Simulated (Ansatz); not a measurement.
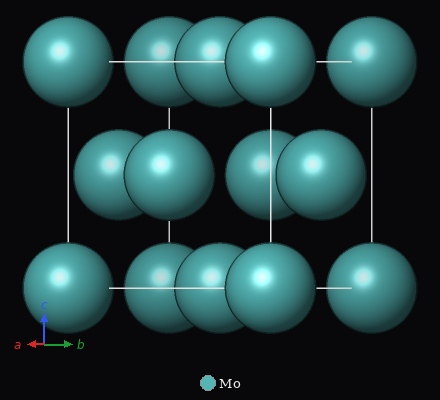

Mo (Fm-3m, No. 225): a calculation's starting geometry; the starting structure was generated, so it need not be a known form of this composition.

```cif
data_structure
_symmetry_space_group_name_H-M 'P 1'
_symmetry_Int_Tables_number 1
_cell_length_a 4.0019
_cell_length_b 4.0019
_cell_length_c 4.0019
_cell_angle_alpha 90.000
_cell_angle_beta 90.000
_cell_angle_gamma 90.000
_cell_volume 64.09
loop_
_atom_site_label
_atom_site_type_symbol
_atom_site_fract_x
_atom_site_fract_y
_atom_site_fract_z
_atom_site_occupancy
Mo1 Mo 0.00000 0.00000 0.00000 1
Mo2 Mo 0.00000 0.50000 0.50000 1
Mo3 Mo 0.50000 0.00000 0.50000 1
Mo4 Mo 0.50000 0.50000 0.00000 1
```

What will a Z-contrast image along [210] show? Simulation: incoherent imaging, intensity Z^1.7 per atom, probe width 0.50 Å, thin sample. The probe carries 15 % of its weight in a tail 2.5 times as wide. The display is stretched by a gamma of 0.65; percentages refer to the linear signal. Shot noise, a slight drift and the speckle of an amorphous layer were added.

The columns repeat on a rectangular net of 0.89 × 2.00 Å (plane group p2mm). All columns are alike (Mo). The shortest distance between visible columns is 0.89 Å in projection. Along the beam the structure repeats every 8.95 Å.

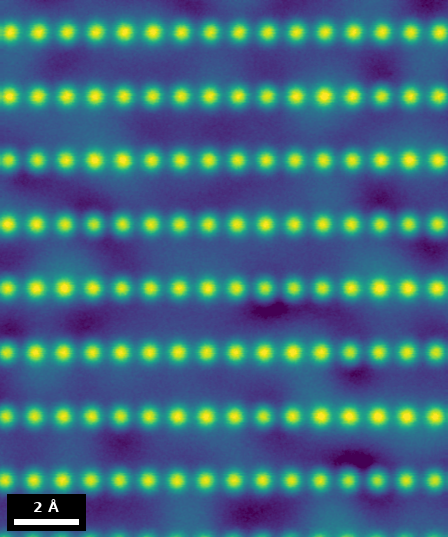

The simulated image.
